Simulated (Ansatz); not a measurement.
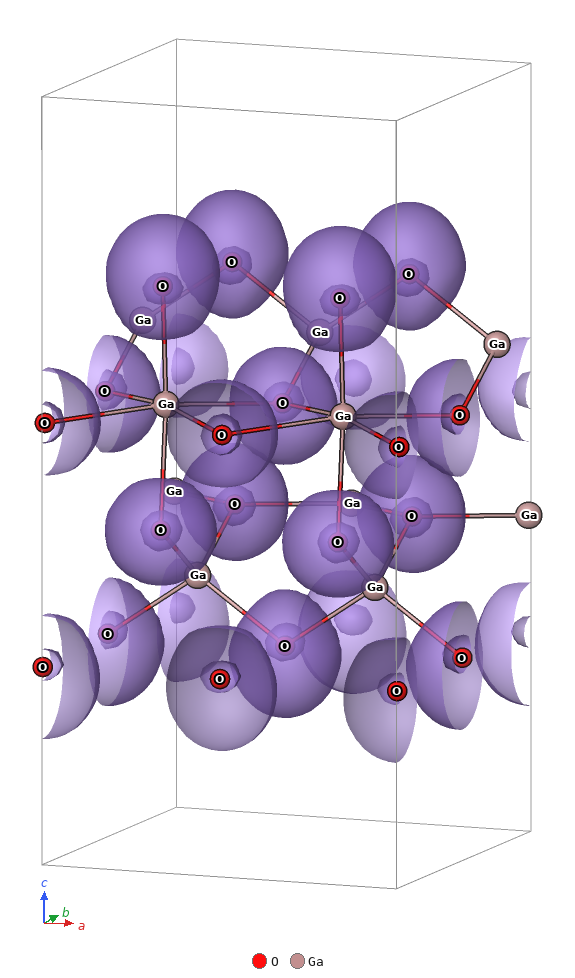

GaO$_{2}$ (slab). Isosurface of the ELF at 0.65 (purple), seen slightly off an axis. Core shells and regions of very low density are left out. Sticks mark near contacts.

Not relaxed (largest force 1.0 eV/Å).

Level of theory: DFT PBEsol, scalar-relativistic, plane waves, PAW (Ansatz).

Core electrons are frozen (PAW), and the valence fields are smoothed inside the atomic spheres.

Where are the electrons localised?

The surface consists of eight regions wrapped around O (the valence shell of each), counted in one cell of 12 atoms. Counts are for one cell; the picture repeats the cell along the surface. Profiles from the grid: Ga–O (1.84 Å): the ELF peaks at about 0.80 in the valence shell of O, 0.6 Å from its nucleus, and is about 0.40 at the midpoint. Ga–O (1.94 Å): the ELF peaks at about 0.90 in the valence shell of O, 0.6 Å from its nucleus, and is about 0.40 at the midpoint.

Does the calculation give a band gap?

It is metallic or semimetallic at this level of theory: no gap opens.
